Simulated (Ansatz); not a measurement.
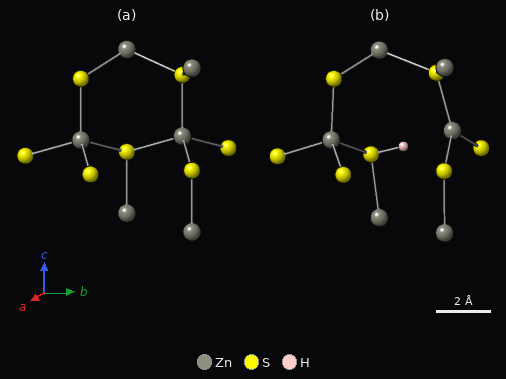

Left: perfect ZnS. Right: the same region with one point defect, after relaxing the atoms in a supercell of 30 sites. Style: ball-and-stick. Shown: the atoms within 4.6 Å of one point, in a slice 5.0 Å thick across the line of sight, slightly off an axis.

The calculation used Ansatz 0.2.0, DFT PBE, scalar-relativistic, plane waves, PAW. (plane-wave cutoff 420 eV; k-point mesh 2 × 2 × 2; occupations gaussian; smearing width 0.01 eV; no spin polarisation) The cell is small and the k-mesh coarse, so the numbers are rough. A uniform background neutralises the charged cell. The axes drawn are those of the host's conventional cell.

> What kind of defect was made?

An extra hydrogen atom is put between the host's atoms (an interstitial).

The charge state of the cell is +1.

> How does the lattice respond?

The H atom starts with 3 Zn at 2.45 to 2.53 Å, 6 S at 2.53 to 2.94 Å around its place and ends with 1 S at 1.35 Å. Of the host's atoms, a zinc atom moves furthest from its site, by 0.74 Å. The H atom itself moves 2.04 Å from where it was put.
